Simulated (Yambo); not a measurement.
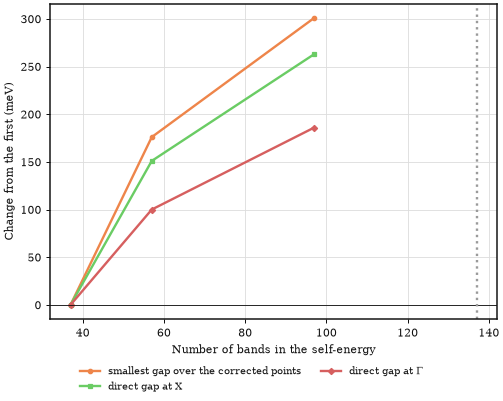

G0W0 gaps of rocksalt BaTe, space group Fm-3m (No. 225), 2 atoms in the primitive cell (cubic a = 6.820 Å) as the number of bands in the self-energy is raised, all else fixed. Method: LDA, PseudoDojo 0.4.1 SR LDA stringent, no spin polarisation, no spin-orbit coupling, 4×4×4 k mesh, 1170 eV cutoff, fixed occupations (Yambo).

| number of bands in the self-energy | smallest gap over the corrected points (eV) | direct gap at X (eV) | direct gap at Γ (eV) |
| --- | --- | --- | --- |
| 37 | 1.769 | 2.251 | 3.603 |
| 57 | 1.945 | 2.402 | 3.703 |
| 97 | 2.070 | 2.514 | 3.789 |

Q: Estimate the values at 137 (dotted line), and the limit.

A: Lines in 1/N (N being the number of bands in the self-energy) through the last three points give 2.126 eV for the smallest gap over the corrected points, 2.562 eV for the direct gap at X and 3.820 eV for the direct gap at Γ. The run gives 2.110, 2.550 and 3.813 eV. The same form through the last three runs, this one included, points to 2.23, 2.66 and 3.90 eV in the limit of this setting.

Spin-orbit coupling is left out, which matters for Ba and Te. The settings that aren't varied aren't converged either.
